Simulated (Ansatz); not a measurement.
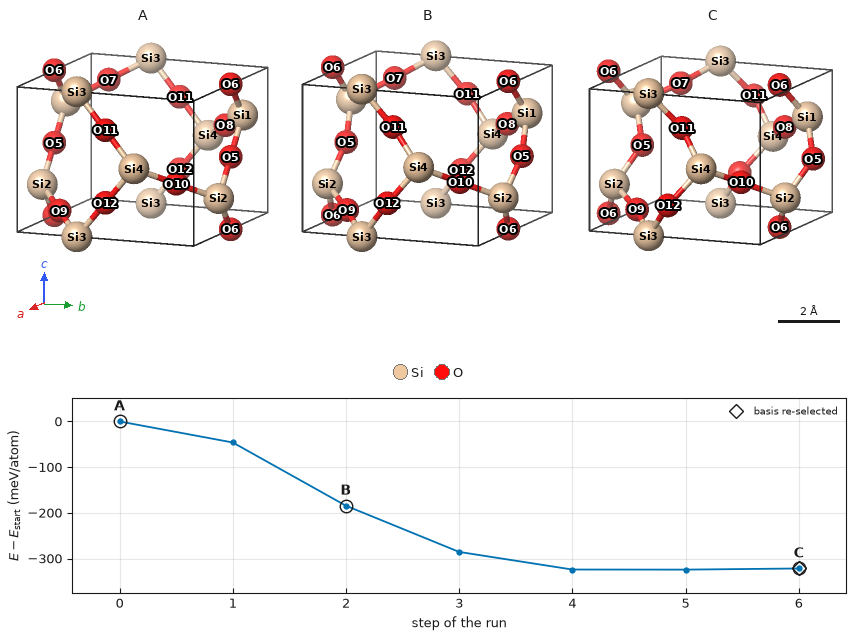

Frames of a relaxation of a crystal of SiO2 (a generated structure, set up in P4_122) (coarse preliminary run), marked on the history of the run. A ball-and-stick model of the cell of the calculation, seen slightly off an axis.

Computed with DFT PBE, scalar-relativistic, plane waves, PAW in Ansatz 0.2.0.

Input file:
```yaml
crystal:
  lattice:
    - [6.2995081, 0.0, 0.0]
    - [0.0, 6.2995081, 0.0]
    - [0.0, 0.0, 4.86345477]
  atoms:
    - { symbol: Si, position: [0.33848652, 0.0, 0.75] }
    - { symbol: Si, position: [0.66151348, 0.0, 0.25] }
    - { symbol: Si, position: [0.0, 0.33848652, 0.0] }
    - { symbol: Si, position: [0.0, 0.66151348, 0.5] }
    - { symbol: O, position: [0.5, 0.0, 0.5] }
    - { symbol: O, position: [0.5, 0.0, 0.0] }
    - { symbol: O, position: [0.16924326, 0.16924326, 0.875] }
    - { symbol: O, position: [0.16924326, 0.83075674, 0.625] }
    - { symbol: O, position: [0.83075674, 0.16924326, 0.125] }
    - { symbol: O, position: [0.83075674, 0.83075674, 0.375] }
    - { symbol: O, position: [0.0, 0.5, 0.75] }
    - { symbol: O, position: [0.0, 0.5, 0.25] }
basis:
  ecutwfc: 420
kpoints:
  mp_grid: { grid: [4, 4, 4] }
hamiltonian:
  xc: pbe
scf:
  occupations: { method: gaussian, width: 0.1 }
  lower_state_search: "off"
output:
  forces: true
  stress: true
  eigenvalues: true
relax:
  adjacent_minimum: "off"
  f_tol: 0.04
  max_steps: 70
  cell: { stress_tol: 0.4 }
```

Launched with:
```bash
ansatz run input.yaml --threads 1 --pin off --max-ram 2560MiB --backend cpu --events-out ev --progress --plain --runs-dir out
```

Question: What happens along the run?

Answer: The largest moves relative to the cell, 0.60 Å, are those of O5, O6, O11 and O12. O6 goes along −b. Largest moves by element: O 0.60 Å, Si 0.05 Å. Cell: a = b 6.300 → 6.103 Å (−3.1 %), c 4.863 → 4.765 Å (−2.0 %). Volume −8.0 %. Among the contacts that change: Si1–O5 1.585 → 1.631 Å, Si1–O7 1.626 → 1.621 Å. Bond angles that change, for instance: Si1–O6–Si2 180.0° → 136.8°, O5–Si2–O9 135.0° → 108.7°, Si1–O7–Si3 180.0° → 165.9°. The space group stays P4_122 (No. 91). After 5 accepted moves (6 points after the start) the energy has fallen by 322 meV per atom. Largest force component: 2 eV/Å at the start, 0.017 eV/Å at the end. Pressure: 7.14 GPa at the start and −0.20 GPa at the end. The SCF was repeated once at an unchanged geometry on a basis and grid sized afresh for the cell, which shifted the energy by 2.5 meV per atom at most. From step 0 to 2: O atoms move most (0.24 Å), volume +0.8 %, energy −184 meV per atom. From step 2 to 6: O atoms move most (0.37 Å), volume −8.8 %, energy −137 meV per atom.
